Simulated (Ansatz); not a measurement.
Band-structure calculation, with input and output: Ti$_{3}$O$_{4}$

- system: Ti$_{3}$O$_{4}$ (7 atoms in the cell)
- method: DFT PBEsol, scalar-relativistic, plane waves, PAW, no spin polarisation (Ansatz 0.2.0)

The structure derives from a Materials Project entry. Figures and captions count atoms from 1; the log counts them from 0 in places.

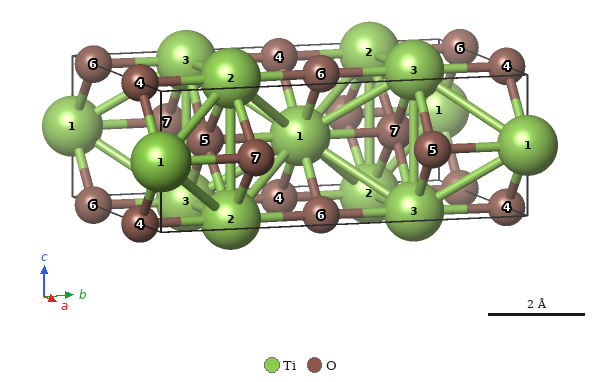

Figure 1. The structure as given in the input (ball-and-stick view of the cell 2 times as large as that of the calculation, set on its symmetry axes, seen slightly off an axis; atoms are numbered from 1 in the order of the input). An atom can appear more than once, as a periodic image.

**Summary**

| quantity | value |
| --- | --- |
| outcome | converged |
| space group (tolerance 0.01 Å) | Cmmm (65) |
| electrons treated | 60 |
| free energy | −9674.9801 eV |
| Fermi energy | 14.605 eV |
| gap on the k-point mesh | none (metallic) |
| pressure | −0.01 GPa |
| largest force (length of the vector) | under 0.001 eV/Å |
| hardware | 2 threads of Intel Xeon (Granite Rapids), 192 GiB of memory available, shared host |
| wall time | 41 s (CPU time 81 s) |
| peak memory | 1 GiB |

**The input**
```yaml
crystal:
  lattice:
    - [2.912816229, -4.0303540212, 0.0]
    - [2.912816229, 4.0303540212, 0.0]
    - [0.0, 0.0, 2.9690273776]
  atoms:
    - { symbol: Ti, position: [0.0, 0.0, 0.5] }
    - { symbol: Ti, position: [0.5, 0.0, 0.0] }
    - { symbol: Ti, position: [0.0, 0.5, 0.0] }
    - { symbol: O, position: [0.7627833111, 0.7627833111, 0.0] }
    - { symbol: O, position: [0.2588765549, 0.7411234451, 0.5] }
    - { symbol: O, position: [0.2372166889, 0.2372166889, 0.0] }
    - { symbol: O, position: [0.7411234451, 0.2588765549, 0.5] }
basis:
  ecutwfc: 420
kpoints:
  mp_grid: { grid: [8, 8, 12] }
  band_path:
    path:
      - [[0.0, 0.0, 0.0], [-0.5, 0.5, 0.0], [-0.38058094, 0.61941906, 0.0]]
      - [[0.38058094, 0.38058094, 0.0], [0.0, 0.0, 0.0], [0.0, 0.0, 0.5], [0.38058094, 0.38058094, 0.5]]
      - [[-0.38058094, 0.61941906, 0.5], [-0.5, 0.5, 0.5], [-0.5, 0.5, 0.0]]
      - [[0.0, 0.0, 0.0], [0.0, 0.5, 0.0], [0.0, 0.5, 0.5], [0.0, 0.0, 0.5], [-0.5, 0.5, 0.5]]
    npoints: 14
hamiltonian:
  xc: pbesol
scf:
  occupations: { method: gaussian, width: 0.1 }
  n_extra_bands: 17
output:
  forces: true
  stress: true
  eigenvalues: true
  populations: true
  dos: { projected: true, de: 0.02, nscf_kmesh: { grid: [12, 12, 18] } }
  bader: true
  write_density: true
  write_potential: true
  elf: true
  volumetric_format: npy
```

Command:
```bash
ansatz run input.yaml --threads 2 --pin off --max-ram 5120MiB --backend cpu --events-out ev --progress --plain --runs-dir out
```

**Output**
```
scf.n_extra_bands = 17 over 30 filled bands (N_el = 60.0): the run solves 47 bands
Engine: ansatz 0.2.0, x86_64-unknown-linux-gnu
Pseudopotentials: kind: paw
Pseudopotential: Ti, paw, valence charge 12, recommended cutoff 420 eV (normal), Ti.paw.azcp
Pseudopotential: O, paw, valence charge 6, recommended cutoff 420 eV (normal), O.paw.azcp
Functional definition: PBEsol
  exchange = pbesol_x
  correlation = pbesol_c
Crystal: 7 atoms, lattice volume = 69.711 Å³
Basis set: ecut = 420 eV, 1341 PW (Γ), exchange–correlation on 72×72×40 points (8 copies of the dense FFT grid, shifted against one another)
Bands: 47, of which v1, the nominal top of the filled ones, is band 30 counted from 1 (29 counted from 0)
Symmetry: 8 space group operations
Space group: Cmmm (ITA 65), of the structure as read, at distance tolerance 4.1e-5 Å
k-points: 147 of 768
Non-local potential: Ti, projectors of the file, l = 0: 3, l = 1: 2, l = 2: 3, l = 3: 1
Non-local potential: O, projectors of the file, l = 0: 2, l = 1: 2, l = 2: 1
PAW form: soft (Blöchl's): semilocal exchange-correlation on the pseudo side does not see the compensation charge
PAW frozen core: Ti, regenerated for the run's functional, and the local potential with it (the file was generated under x = pbe(κ = 0.804, μ = 0.2195149727645171), c = pbe(β = 0.06672455060314922))
PAW frozen core: O, regenerated for the run's functional, and the local potential with it (the file was generated under x = pbe(κ = 0.804, μ = 0.2195149727645171), c = pbe(β = 0.06672455060314922))
PAW one-centre angular grid: Ti, 590 points (default); XC on 64 Gauss nodes
PAW one-centre angular grid: O, 110 points (default); XC on 64 Gauss nodes
Initial density: superposition of atomic densities (neutral atoms: chi_scale 0, normalization atom), corrected by the library's trained network
Initial wavefunctions: pseudopotential atomic-orbital guess
Functional: x = pbesol(κ = 0.804, μ = 0.12345679012345678), c = pbesol(β = 0.046)
SCF iter   1: F=—  HF=-9675.028816 eV  |F-HF|=—  |Δ(HF+E_count)|=         —  Δρ=1.81e-2  dr2=1.76e-1  ethr=1.77e-3  ⟨swp⟩=5.5  Hψ=28351  notcnv=0  defer=122
preconditioner: auto → LDOS  [metal: Δε(μ)=0.003 eV  Ē_g=12.482 eV  σ=0.100 eV  W_gap=0.02  n_scr=26 (ndim 8)  ℏωp=26.7 eV  f_vac=0.039  D(μ)=3.13/eV (n_scr^D=30)  β→1.0]
SCF iter   2: F=—  HF=-9675.010495 eV  |F-HF|=—  |Δ(HF+E_count)|=   1.83e-2  Δρ=1.53e-2  dr2=1.02e-1  ethr=2.93e-4  ⟨swp⟩=2.0  Hψ=11964  notcnv=0  defer=1266
SCF iter   3: F=—  HF=-9674.980216 eV  |F-HF|=—  |Δ(HF+E_count)|=   3.03e-2  Δρ=9.97e-4  dr2=4.58e-4  ethr=1.70e-4  ⟨swp⟩=2.0  Hψ=9522  notcnv=0  defer=1266
SCF iter   4: F=—  HF=-9674.980221 eV  |F-HF|=—  |Δ(HF+E_count)|=   5.34e-6  Δρ=3.57e-4  dr2=6.33e-5  ethr=7.63e-7  ⟨swp⟩=2.3  Hψ=10331  notcnv=0  defer=1266
SCF iter   5: F=—  HF=-9674.980148 eV  |F-HF|=—  |Δ(HF+E_count)|=   7.30e-5  Δρ=5.04e-5  dr2=1.14e-6  ethr=1.05e-7  ⟨swp⟩=2.1  Hψ=8103  notcnv=0  defer=1266
SCF iter   6: F=-9674.980149 eV  HF=-9674.980149 eV  |F-HF|=5.20e-9  |Δ(HF+E_count)|=   7.12e-7  Δρ=1.40e-5  dr2=6.65e-8  ethr=1.67e-10  ⟨swp⟩=15.3  Hψ=49766  notcnv=0
SCF 1 converged in 6 iterations: F = -9674.980149 eV  dr2 = 6.65e-8
  greatest PAW one-centre occupation: 0.999 electrons in one spin orbital (limit 2), on the Ti atom at site 0 (counted from 0), in its partial waves of l = 0
NSCF: frozen V_eff on 158 k-points
NSCF: frozen V_eff on 430 k-points
SCF converged after 6 iterations
Free energy (F): -9674.980149 eV
Harris-Foulkes:  -9674.980149 eV  (|F-HF|=5.20e-9)
Internal energy: -9674.964595 eV  (E = F + TS)
E sigma→0 (E₀):  -9674.972372 eV
Entropy (-TS):   -0.015554 eV (-2.222 meV/atom)
Fermi energy:    14.604754 eV
--- Per-component energies (eV) ---
  E_band       = -406.810959
  E_kinetic    = 1528.179334
  E_local      = -3692.153409  (includes V_loc(G=0)·N_el)
  E_nonlocal   = 218.149098
  E_hartree    = 1468.935656
  E_xc         = -586.884138
  E_vxc        = -745.916930  (∫ρ·V_xc dr)
  E_paw        = -3676.395071  (= ΣΔE_a)
  E_vpaw       = -652.948692  (= ΣTr[D̂ρ^β])
  E_aug_tail   = 0.010088  (compensation charges beyond the density's cutoff)
  E_ewald      = -4935.365457
  E_core_change = 0.559305  (= ΣΔE_core)
  E_smearing   = -0.015554  (= −TS)
  E_closure    = 0.000000  (closes the sum)
  Σ components = -9674.980149   (vs F -9674.980149, Δ=0.00e0)
--- Forces (eV/Å), atoms counted from 1 ---
  atom   1  Ti    -0.00000000     0.00000000     0.00000000
  atom   2  Ti     0.00000000     0.00000000     0.00000000
  atom   3  Ti    -0.00000000    -0.00000000     0.00000000
  atom   4  O     -0.00040946     0.00000000     0.00000000
  atom   5  O      0.00000000    -0.00049549     0.00000000
  atom   6  O      0.00040946     0.00000000     0.00000000
  atom   7  O      0.00000000     0.00049549     0.00000000
  max |Σ_I F_I| component: 1.08e-19 eV/Å
--- Stress (GPa, compression-positive) ---
       -0.007776       0.000000       0.000000
        0.000000      -0.007567       0.000000
        0.000000       0.000000      -0.002054
  P = ⅓ Tr σ = -0.0058 GPa (-0.058 kbar)
--- Band table (eV; the first three rows and the last of 147) ---
  k-point 0: bands = ["-43.3030", "-43.2337", "-43.0160", "-20.2199", "-20.0391", "-19.7395", "-19.5908", "-19.4987", "-19.4605", "-19.3571", "-19.3278", "-19.1922", "-6.8217", "-5.8122", "-5.3554", "-4.7022", "5.5425", "5.9421", "7.2224", "7.3851", "7.7062", "8.3122", "8.8130", "9.1547", "9.2995", "10.3885", "10.4635", "10.6778", "11.9748", "14.1543", "14.5760", "15.0174", "15.4798", "15.9495", "16.1226", "16.1376", "16.2771", "16.7348", "16.7906", "17.8170", "18.4723", "18.5759", "19.1051", "19.6330", "20.6676", "21.1503", "24.8945"]
  k-point 1: bands = ["-43.2991", "-43.2312", "-43.0144", "-20.2036", "-20.0242", "-19.7342", "-19.6191", "-19.4950", "-19.4854", "-19.3642", "-19.3629", "-19.2007", "-6.7514", "-5.7694", "-5.3983", "-4.7266", "5.6553", "6.0357", "7.2496", "7.4168", "7.7273", "8.2508", "8.7894", "8.8874", "9.1611", "10.2015", "10.2918", "10.6525", "12.2635", "14.1985", "14.5977", "15.1430", "15.7522", "15.9687", "16.0082", "16.1620", "16.3230", "16.6684", "16.6988", "17.9062", "18.3869", "18.6721", "18.8152", "19.5615", "21.1101", "21.5782", "24.9831"]
  k-point 2: bands = ["-43.2885", "-43.2244", "-43.0103", "-20.1574", "-19.9814", "-19.7195", "-19.6952", "-19.5530", "-19.4852", "-19.4629", "-19.3807", "-19.2256", "-6.5554", "-5.6543", "-5.5145", "-4.7936", "5.9720", "6.3044", "7.3168", "7.5040", "7.7974", "8.1283", "8.1426", "8.7915", "8.8605", "9.6133", "10.0325", "10.5608", "12.9320", "14.3265", "14.6605", "15.3885", "15.7445", "15.9040", "16.2607", "16.4422", "16.4710", "16.4945", "16.5220", "18.0271", "18.2674", "18.2886", "19.0917", "19.3586", "22.0510", "22.6149", "25.2112"]
  k-point 146: bands = ["-43.2424", "-43.1975", "-42.9941", "-20.2414", "-20.1039", "-19.9003", "-19.7904", "-19.6768", "-19.4501", "-19.4442", "-19.4371", "-19.2383", "-6.2122", "-5.5901", "-5.3827", "-4.7367", "5.4589", "6.0000", "7.2903", "7.4215", "7.4252", "7.4915", "8.9327", "9.1475", "9.4876", "9.6474", "9.6578", "9.6754", "12.2030", "12.4857", "15.7890", "16.1109", "16.3113", "16.3323", "16.7125", "16.7780", "16.8284", "16.8289", "16.8837", "18.2945", "18.5252", "19.0139", "19.6123", "20.8409", "21.1416", "24.3606", "25.2641"]
--- Löwdin populations: 7 sites ---
  site symbol       q [e]
     0     Ti     11.1032
     1     Ti     11.0553
     2     Ti     11.0553
     3      O      6.6387
     4      O      6.6377
     5      O      6.6387
     6      O      6.6377
  spilling = 0.003886 (of n_electrons = 60.000000)
--- Bader charges: 7 sites ---
  site symbol  charge [e]  shift [e]
     0     Ti      1.7165     0.0015
     1     Ti      1.7744     0.0012
     2     Ti      1.7744     0.0012
     3      O     -1.2758     0.0013
     4      O     -1.3568     0.0006
     5      O     -1.2758     0.0013
     6      O     -1.3568     0.0006
  estimated error of the sums over rays = 5.7e-4 e
```

**File bader_charges.tsv**
```
# site	symbol	x_ang	y_ang	z_ang	partial_charge_e	electrons	volume_ang3	relative_density_drop	shared_charge_e	partial_wave_shift_e
# quadrature_error_electrons = 5.7e-4
0	Ti	0.0000	0.0000	1.4845	1.71649	20.28351	7.92	-	1.71649	0.00149
1	Ti	1.4564	-2.0152	0.0000	1.77435	20.22565	8.18	-	1.77435	0.00120
2	Ti	1.4564	2.0152	0.0000	1.77436	20.22564	8.18	-	1.77436	0.00120
3	O	4.4437	0.0000	0.0000	-1.27577	9.27577	11.69	-	-1.27577	0.00135
4	O	2.9128	1.9436	1.4845	-1.35683	9.35683	11.03	-	-1.35683	0.00060
5	O	1.3819	0.0000	0.0000	-1.27577	9.27577	11.69	-	-1.27577	0.00135
6	O	2.9128	-1.9436	1.4845	-1.35683	9.35683	11.03	-	-1.35683	0.00060
```

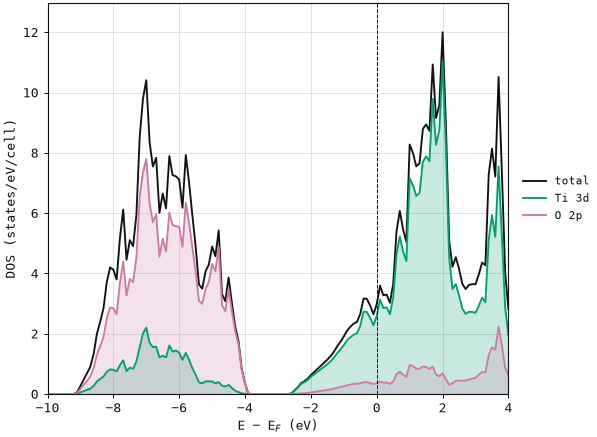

Figure 2. Density of states (projected on Löwdin-orthogonalised atomic shells), with energies from the Fermi level. There are states at the Fermi level: a metal at this level of theory.

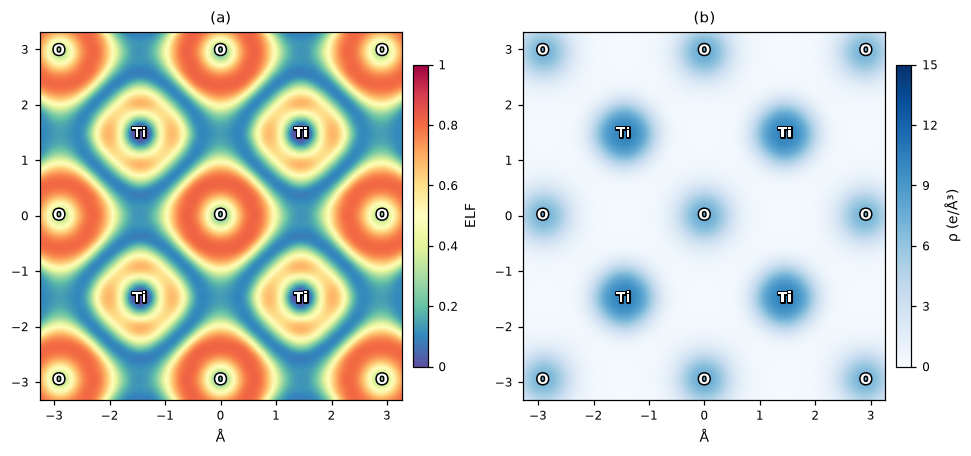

Figure 3. (a) electron localisation function; (b) valence electron density on the (010) plane of the conventional cell. Ti–Ti (2.91 Å): the density is about 0.19 e/Å³ at the midpoint; the ELF is about 0.15 at the midpoint (no localised pair between them). Ti–O (2.08 Å): ρ is about 0.49 e/Å³ halfway; the ELF is about 0.15 at the midpoint; no shared pair; the contact is polar. Ti–Ti (2.97 Å): ρ at the midpoint is about 0.18 e/Å³; the ELF is about 0.10 at the midpoint (no shared electron pair). Away from the nuclei the density in this plane falls to 0.18 e/Å³ at its lowest. The strong features right at Ti lie inside the PAW spheres (semicore, d or f shells) and say nothing about bonding. Core electrons are frozen (PAW), so the fields are smoothed inside the atomic spheres.

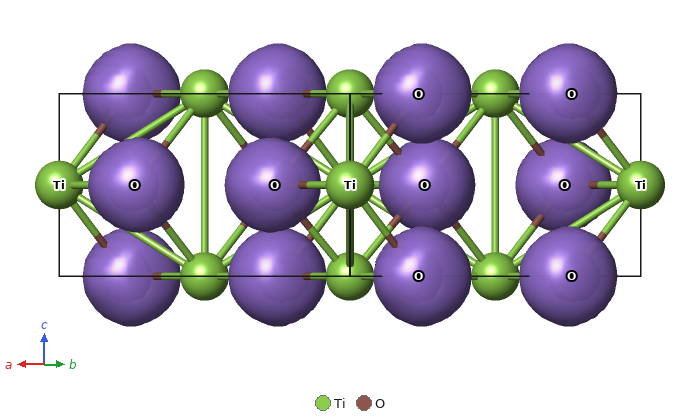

Figure 4. Isosurface of the electron localisation function at 0.75 (purple), seen along [110]. Only the valence region is drawn (cores and ρ < 0.01 e/Å³ removed). Sticks mark near contacts. The outline is the cell set on symmetry axes. Values along the shortest contacts: Ti–O (2.02 Å): the ELF is about 0.15 at the midpoint (no shared pair; the contact is polar). Ti–Ti (2.90 Å): the ELF is about 0.15 at the midpoint; no localised pair between them.
